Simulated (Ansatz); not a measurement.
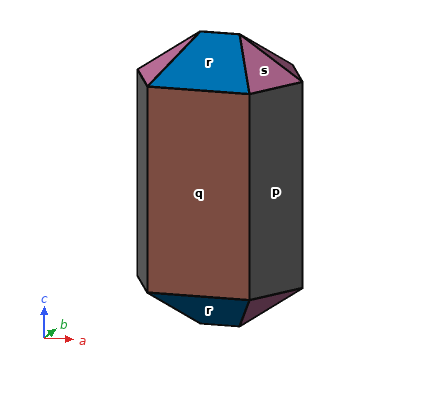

BFDH (Bravais–Friedel–Donnay–Harker) growth shape, computed from the cell and space group alone: each face lies at a distance from the centre proportional to 1/d(hkl), with d taken for the first order that the space group does not extinguish. It ignores bonding, solvent and kinetics. Faces of one form share a colour. Cell of C: space group Cmcm (No. 63), a = 3.780 Å, b = 7.789 Å, c = 2.514 Å, α = 90.00°, β = 90.00°, γ = 90.00°. Origin: the end point of a relaxation with Ansatz 0.2.0, DFT PBE, scalar-relativistic, plane waves, PAW; the starting structure was generated, so it need not be a known form of this composition. Forms under 0.4 % of the area are left out.

> Give the Miller indices of each colour.

grey (p): {110} (d = 3.40 Å, 41 % of the area); brown (q): {020} (d = 3.89 Å, 29 % of the area); blue (r): {021} (d = 2.11 Å, 15 % of the area); pink (s): {111} (d = 2.02 Å, 14 % of the area).
